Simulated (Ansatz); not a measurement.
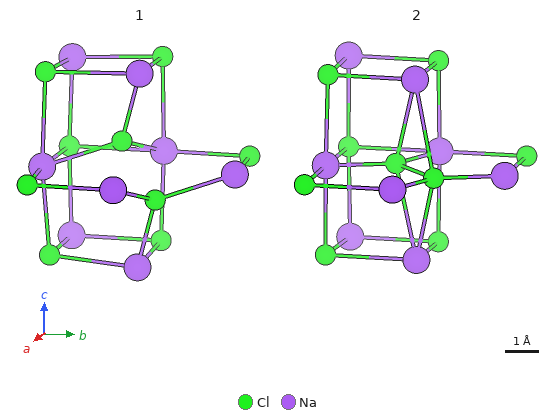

Two geometries of a defect cell of composition Cl33Na32, drawn at one scale. One is the start of a relaxation, the other its converged end. The picture is a ball-and-stick view of the atoms within 4.2 Å of the atom that moves most (axes of the cell of the calculation (origin shifted)), seen slightly off an axis.

Level of theory: Ansatz 0.2.0, DFT, PBEsol, PAW, plane waves. Settings: plane-wave cutoff 420 eV; k-point mesh 1 × 1 × 1; mesh shifted by (0.25, 0.25, 0.25); collinear spin; atoms relaxed in a fixed cell; force threshold 0.03 eV/Å; at most 80 steps.

Q: Which geometry has the lower energy?

A: Structure 1 is the relaxed one. The energy falls by 2.221 eV per cell of the calculation in 9 geometry steps. Largest force component: 3.3 eV/Å at the start, 0.0094 eV/Å at the end. The largest move is that of a Cl atom, 0.73 Å roughly along +c. Largest moves by element: Cl 0.73 Å, Na 0.27 Å. The cell doesn't change. Some distances before and after: Cl–Na 3.022 → 3.877 Å, Cl–Na 3.073 → 3.878 Å, Cl–Na 3.037 → 2.533 Å, Cl–Na 2.965 → 2.533 Å. Bond angles that change, for instance: Na–Cl–Na 97.9° → 117.2°, Na–Cl–Na 133.7° → 115.4°, Na–Cl–Na 133.8° → 115.5°. Cost: 9.3 s on 1 × NVIDIA GB200 with 8 threads of Arm Neoverse-V2, peak memory 2 GiB.
